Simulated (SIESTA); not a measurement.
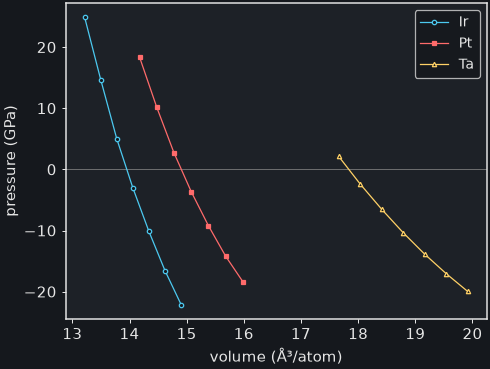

The plot gives the computed pressure against volume, with one curve for each element, for Ir, Pt and Ta (all in space group Fm-3m (No. 225)).

Calculation (SIESTA 5.4.2): DFT in numerical atomic orbitals with pseudopotentials, no spin polarisation; energies at scaled volumes of the given cell, shape and fractions fixed, counted from the fit's minimum, third-order Birch-Murnaghan fit. Level: LDA.

```tsv
setting	value
occupations	Fermi–Dirac
smearing width	0.05 eV
potentials	PseudoDojo 0.4 standard, converted to PSML, two zetas on semicore shells
```

Settings that differ: Ir: k mesh 12×12×12; Pt: k mesh 12×12×12; Ta: k mesh 11×11×11.

Order the curves by fitted equilibrium volume, smallest first.

Answer. Ir 13.951, Pt 14.903, Ta 17.832 Å³/atom.

Order the curves by fitted bulk modulus, smallest first.

Answer. Ta 216.0, Pt 320.6, Ir 399.5 GPa.

For Ir: read off the course of the pressure.

Answer. It falls from 24.88 GPa at volume 13.22 Å³/atom to −22.10 GPa at 14.90 Å³/atom, and changes sign near 13.95 Å³/atom.

Limits of the calculation: mulliken charges of long orbitals; short basis over semicore shells; spin-orbit coupling left out, heavy elements (Pt); valence orbitals made in semicore potential (Ir).
